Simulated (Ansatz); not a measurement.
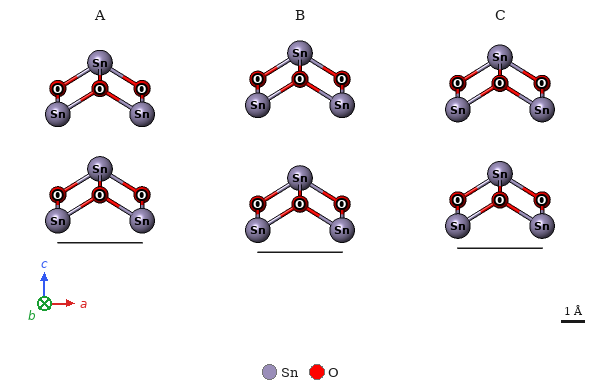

3 geometries from one constrained relaxation of a slab of composition SnO, in shuffled order. A ball-and-stick model of the 1 × 2 repeat of the cell, outlined in the plane, without the vacuum, seen along the b axis.

Case: bilayer, upper layer shifted by (0, 0).

These are results of Ansatz 0.2.0, DFT PBE+D3(BJ), scalar-relativistic, plane waves, PAW, not measurements. Settings: plane-wave cutoff 420 eV; k-point mesh 6 × 6 × 1; occupations gaussian; smearing width 0.02 eV; no spin polarisation; atoms relaxed in a fixed cell; force threshold 0.01 eV/Å; at most 50 steps.

Q: Order the frames from highest to lowest energy.

A: B, C, A. They are steps 0, 1, 6, at +0.136 eV per cell of the calculation, +57.0 meV per cell of the calculation relative to the last. The largest moves relative to the layer's centre, 0.43 Å, are those of Sn atoms. Largest moves by element: Sn 0.43 Å, O 0.42 Å. The cell stays as it was. The energy falls by 0.136 eV per cell of the calculation in 5 accepted moves (6 points after the start). The largest force component goes from 0.097 to 0.00025 eV/Å. The line search rejected the trial step at point 3 of the run.
